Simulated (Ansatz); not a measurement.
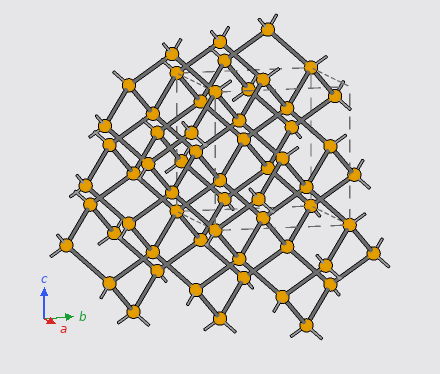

The picture shows a finite piece of the underlying net of a crystal structure, nodes on the atoms' positions. Nodes are coloured by topological kind. Edges to nodes outside the piece are drawn as stubs.

What net is this?

Answer. A uninodal 4-connected, three-periodic net. It is the dia net, known from diamond, zinc blende and cristobalite.

Give point symbol and coordination sequence.

Answer. 6^6, sequence 4, 12, 24, 42, 64, 92.

The net was derived as follows. The compound is BN (space group F-43m, No. 216), taken as the input geometry of an electronic-structure calculation (not necessarily at equilibrium). Bonds are taken as B–N below 1.8 Å; no other contact counts. Atoms with one bond or none are removed and atoms with two bonds are replaced by edges, until no such atom is left. B and N are 4-connected nodes.
